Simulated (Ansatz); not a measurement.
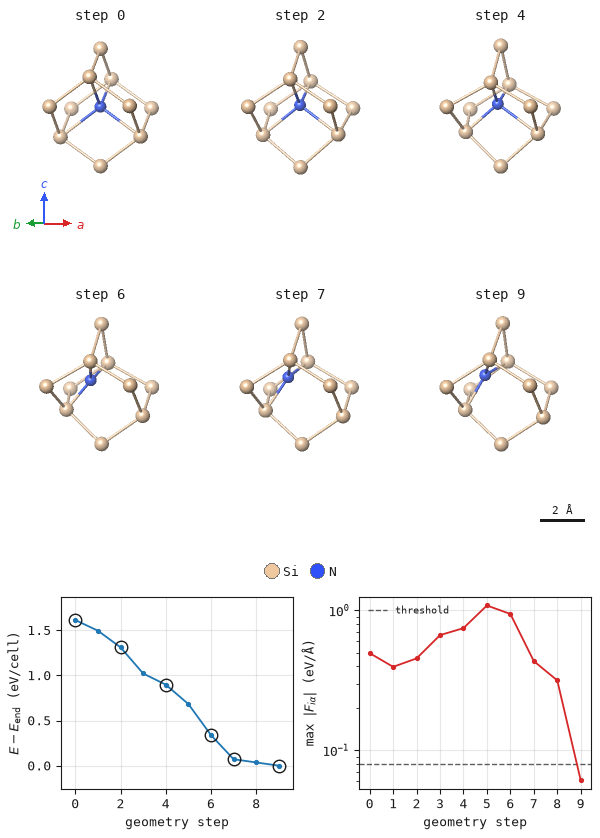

Frames of a relaxation of a defect cell of composition Si₁₆N, marked on the history of the run. Style: ball-and-stick. Shown: the atoms within 4.2 Å of the atom that moves most (axes of the conventional cell (4 times the calculation's cell) (origin shifted)), from a free direction. Lengths and directions refer to the drawn axes.

It is an interstitial N in diamond Si. The run prepares the start of a later molecular dynamics calculation, from a guessed geometry.

Theory: DFT PBE-D3(BJ), scalar-relativistic, plane waves, PAW (Ansatz).

Input file:
```yaml
accuracy: low
crystal:
  lattice:
    - [0.0, 5.43, 5.43]
    - [5.43, 0.0, 5.43]
    - [5.43, 5.43, 0.0]
  atoms:
    - { symbol: Si, position: [0.0, 0.0, 0.0] }
    - { symbol: Si, position: [0.125, 0.125, 0.125] }
    - { symbol: Si, position: [0.0, 0.0, 0.5] }
    - { symbol: Si, position: [0.125, 0.125, 0.625] }
    - { symbol: Si, position: [0.0, 0.5, 0.0] }
    - { symbol: Si, position: [0.125, 0.625, 0.125] }
    - { symbol: Si, position: [0.0, 0.5, 0.5] }
    - { symbol: Si, position: [0.125, 0.625, 0.625] }
    - { symbol: Si, position: [0.5, 0.0, 0.0] }
    - { symbol: Si, position: [0.625, 0.125, 0.125] }
    - { symbol: Si, position: [0.5, 0.0, 0.5] }
    - { symbol: Si, position: [0.625, 0.125, 0.625] }
    - { symbol: Si, position: [0.5, 0.5, 0.0] }
    - { symbol: Si, position: [0.625, 0.625, 0.125] }
    - { symbol: Si, position: [0.5, 0.5, 0.5] }
    - { symbol: Si, position: [0.625, 0.625, 0.625] }
    - { symbol: "N", position: [0.2511107, 0.2462007, 0.7544706], spin: 1.0 }
magnetization:
  spin_polarized: true
basis:
  ecutwfc: 420.0
kpoints:
  mp_grid: { grid: [2, 2, 2] }
hamiltonian:
  xc: pbe
  dispersion: d3bj
scf:
  occupations: { method: fermi_dirac, width: 0.05 }
  lower_state_search: "off"
relax:
  f_tol: 0.08
  max_steps: 25
  adjacent_minimum: "off"
```

Run as
```bash
ansatz run input.yaml --threads 1 --pin off --max-ram 3072MiB --backend cpu --events-out ev --progress --plain --runs-dir out
```

Describe the path.

The largest move is that of N17, 0.88 Å along [−1 1 1]. Largest moves by element: N 0.88 Å, Si 0.37 Å. The cell doesn't change. Near-neighbour distances that change, for instance: Si8–N17 2.375 → 3.411 Å, Si4–N17 2.363 → 1.861 Å, Si12–N17 2.345 → 1.860 Å, Si2–N17 2.323 → 1.862 Å. After 9 geometry steps the energy has fallen by 1.613 eV per cell of the calculation. Largest force component: 0.5 eV/Å at the start, 0.061 eV/Å at the end. The program noted that the starting moments weren't kept. The run may lie on a higher electronic state than the lowest, so the end point isn't shown to be the ground-state structure. From step 0 to 2: Si2 moves most (0.17 Å), energy −0.302 eV per cell of the calculation. From step 2 to 4: Si2 moves most (0.25 Å), energy −0.414 eV per cell of the calculation. From step 4 to 6: N17 moves most (0.35 Å), energy −0.559 eV per cell of the calculation. From step 6 to 7: N17 moves most (0.19 Å), energy −0.267 eV per cell of the calculation. From step 7 to 9: N17 moves most (0.19 Å), energy −71.2 meV per cell of the calculation.

| step | E − E(0), meV/atom | largest force component, eV/Å |
| --- | --- | --- |
| 0 | 0.00 | 0.4951 |
| 1 | -6.94 | 0.3954 |
| 2 | -17.78 | 0.4543 |
| 3 | -34.82 | 0.6663 |
| 4 | -42.11 | 0.7475 |
| 5 | -54.73 | 1.0852 |
| 6 | -75.00 | 0.9442 |
| 7 | -90.70 | 0.4345 |
| 8 | -92.80 | 0.3162 |
| 9 | -94.89 | 0.0612 |

Limits of the set-up: the k-point mesh is coarse for a cell with partly filled bands; the program's low-accuracy preset was used; the periodic images lie only 7.7 Å apart, so the values are limited by the cell's size.
